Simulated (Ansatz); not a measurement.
```
CELL_PARAMETERS angstrom
5.86870 0.00000 0.00000
0.00000 0.00000 -5.86870
0.00000 5.86870 0.00000
ATOMIC_POSITIONS crystal
In 0.50000 0.50000 0.00000
In 0.00000 0.50000 0.50000
In 0.00000 0.00000 0.00000
In 0.50000 0.00000 0.50000
P 0.75000 0.75000 0.25000
P 0.25000 0.75000 0.75000
P 0.25000 0.25000 0.25000
P 0.75000 0.25000 0.75000
```

Space group F-43m.

These are results of DFT PBE, spin-orbit coupling, plane waves, PAW in Ansatz 0.2.0, not measurements.

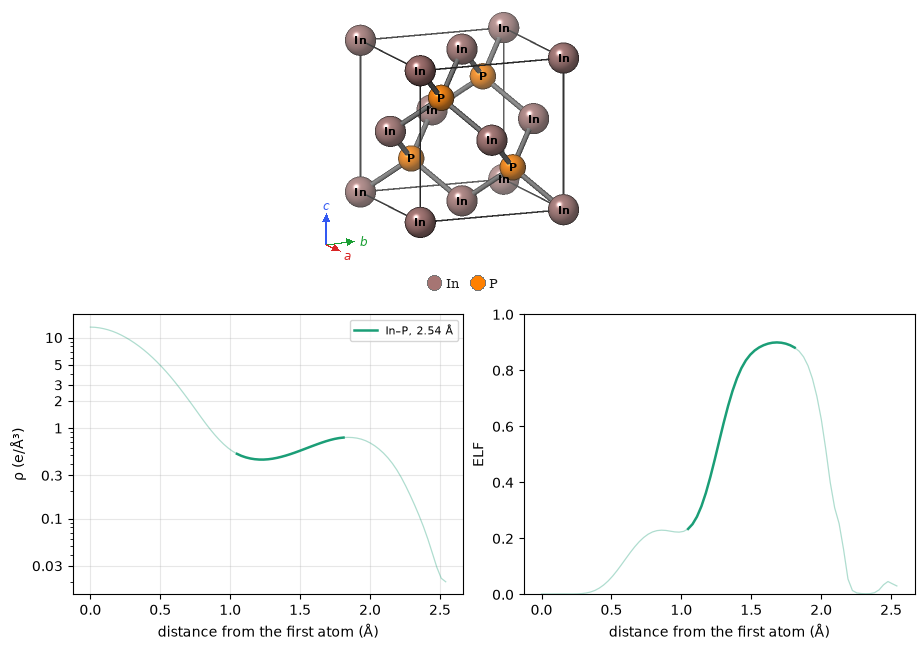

InP. Valence electron density and electron localisation function along straight lines between neighbouring atoms. Thin, pale parts lie inside the atomic spheres. The structure is drawn too.

In a PAW calculation such maps are meaningful between the atoms, not at the nuclei.

What can be read from the curves?

In–P (2.54 Å): the density is about 0.45 e/Å³ at the midpoint; the ELF peaks at about 0.90 in the valence shell of P, 0.9 Å from its nucleus, and is about 0.55 at the midpoint.
